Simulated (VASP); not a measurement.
```cif
data_structure
_symmetry_space_group_name_H-M 'P 1'
_symmetry_Int_Tables_number 1
_cell_length_a 3.6102
_cell_length_b 3.6102
_cell_length_c 18.8800
_cell_angle_alpha 90.000
_cell_angle_beta 90.000
_cell_angle_gamma 120.000
_cell_volume 213.10
loop_
_atom_site_label
_atom_site_type_symbol
_atom_site_fract_x
_atom_site_fract_y
_atom_site_fract_z
_atom_site_occupancy
S1 S 0.33333 0.66667 0.42302 1
S2 S 0.66667 0.33333 0.57698 1
Hf1 Hf 0.00000 0.00000 0.50000 1
```

Level of theory: Kohn-Sham DFT of a periodic cell, PBE, spin-orbit coupling, VASP PAW PBE potentials, recommended (VASP 6.6.1).

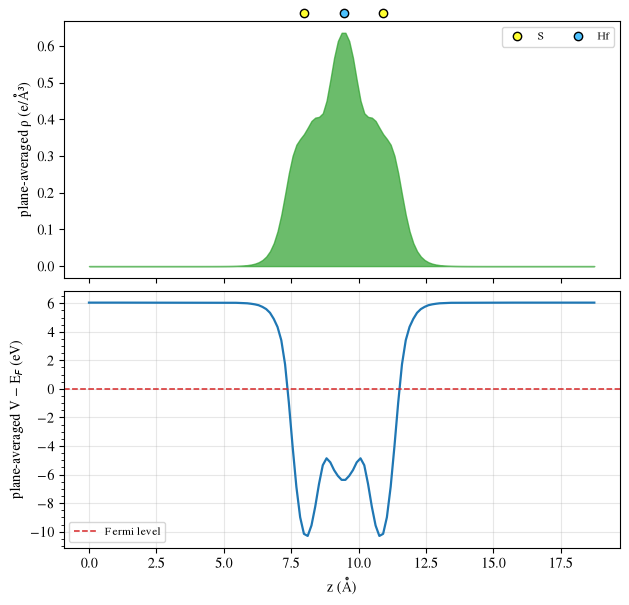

HfS2. Plane average of the electrostatic potential (local pseudopotential plus Hartree) felt by an electron and of the valence electron density across the slab. Circles mark the heights of the atoms.

In a PAW calculation such maps are meaningful between the atoms, not at the nuclei.

Question: How far above the Fermi level of the calculation is the vacuum level?

Answer: 6.0 eV. The slab has a gap, so the Fermi level lies inside it and this isn't a work function in the metallic sense.

Question: How thick is the slab, and how wide the vacuum?

Answer: The outermost nuclei are 2.9 Å apart, in 3 atomic planes; the vacuum between periodic images is 16.0 Å wide.
